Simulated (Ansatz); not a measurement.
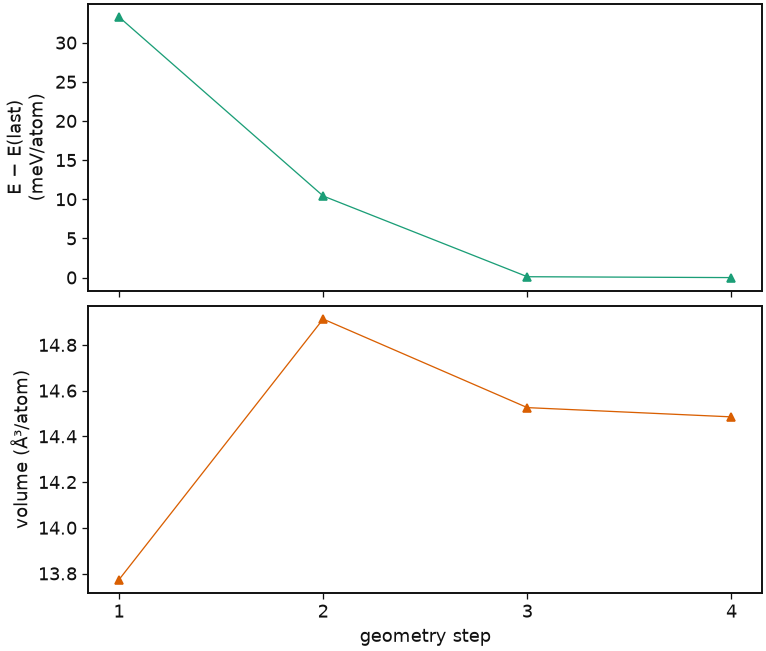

History of a geometry optimisation. The run: Ru (P6/mmm, 1 atom in the cell), by DFT PBEsol, scalar-relativistic, plane waves, PAW in Ansatz 0.2.0; cutoff 420 eV, 9×9×8 k-mesh, Gaussian smearing of 0.1 eV. Atoms and cell relax. A closing SCF on a freshly chosen basis isn't drawn.

The optimisation met its thresholds at geometry 4, counting the start as the first. The energy fell by about 33 meV/atom from the first step to the last. All forces vanish by symmetry, so only the cell moves. The volume grows from 13.77 to 14.49 Å³ per atom (+5.2 %), overshooting to 14.91 at step 2.
